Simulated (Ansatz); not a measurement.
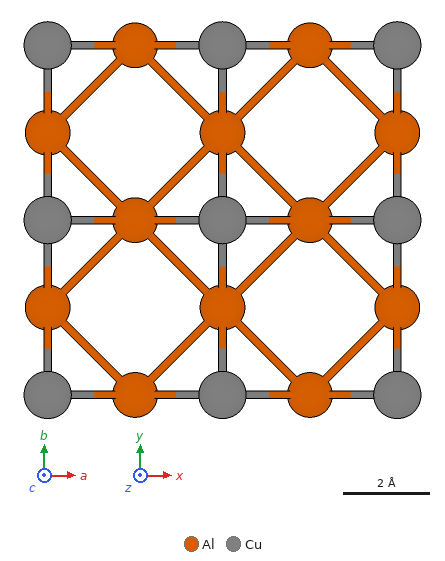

A scan of solid Al₂Cu (P4/mmm): the cell is strained equally along x and y and separately along z, with the atoms kept at their fractional coordinates. x, y and z are the Cartesian axes of the input. The picture shows the reference cell. Style: ball-and-stick. Shown: the cell of the calculation, repeated 2 × 2 × 2 with one cell outlined, along the c axis.

These are results of DFT PBEsol, scalar-relativistic, plane waves, PAW (Ansatz), not measurements. Settings: plane-wave cutoff 420 eV; k-point mesh 12 × 12 × 16; occupations gaussian; smearing width 0.15 eV; no spin polarisation. Energies (free energies at the smearing named) are counted from the relaxed crystal.

The input:
```yaml
crystal:
  lattice:
    - [4.0841721965, 0.0, 0.0]
    - [0.0, 4.0841721965, 0.0]
    - [0.0, 0.0, 2.8463947513]
  atoms:
    - { symbol: Al, position: [0.5, 0.0, 0.5] }
    - { symbol: Al, position: [0.0, 0.5, 0.5] }
    - { symbol: Cu, position: [0.0, 0.0, 0.0] }
basis:
  ecutwfc: 420
kpoints:
  mp_grid: { grid: [12, 12, 16] }
hamiltonian:
  xc: pbesol
scf:
  occupations: { method: gaussian, width: 0.15 }
output:
  forces: true
  stress: true
  eigenvalues: true
  write_density: true
  write_potential: true
  elf: true
  volumetric_format: npy
```

Launched with:
```bash
ansatz run input.yaml --threads 2 --pin off --max-ram 5120MiB --backend cpu --events-out ev --progress --plain --runs-dir out
```

What energies does the calculation give on a grid with rows −0.030, −0.015, 0.000, 0.015, 0.030 and columns −0.030, −0.015, 0.000, 0.015, 0.030 (strain along x and y; strain along z)?

Answer. Rows: strain along x and y; columns: strain along z; values in meV/atom.

```
        −0.030  −0.015  0.000  0.015  0.030
−0.030    44.8    32.3   24.2   19.8   18.5
−0.015    19.8    10.7    6.3    5.5    7.8
 0.000     7.5     1.5    0.0    2.4    7.8
 0.015     5.8     2.8    4.1    9.2   17.4
 0.030    12.8    13.0   16.9   24.4   35.0
```

In pairs of (strain along x and y; strain along z): the lowest computed point lies at (0.000, 0.000) (0.0 meV/atom), the highest at (−0.030, −0.030) (44.8 meV/atom). The valley is tilted: raising the in-plane strain is made harder by raising the strain along z (cross term 0.46 of the geometric mean of the two curvatures). Over the ranges scanned the energy rises more along the first axis, the in-plane strain. The pressure runs from −7.1 GPa at (0.030, 0.030) to 11.2 GPa at (−0.030, −0.030).

As a map, interpolated between the computed points (dots):

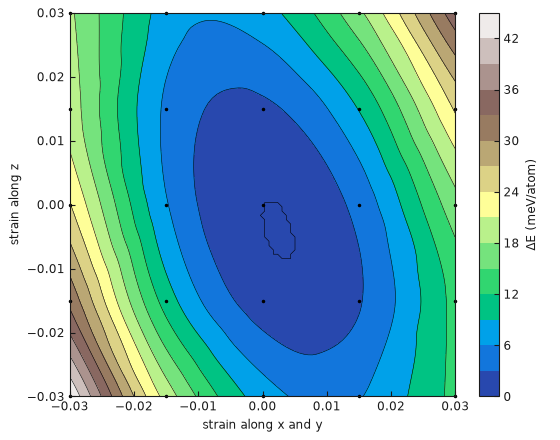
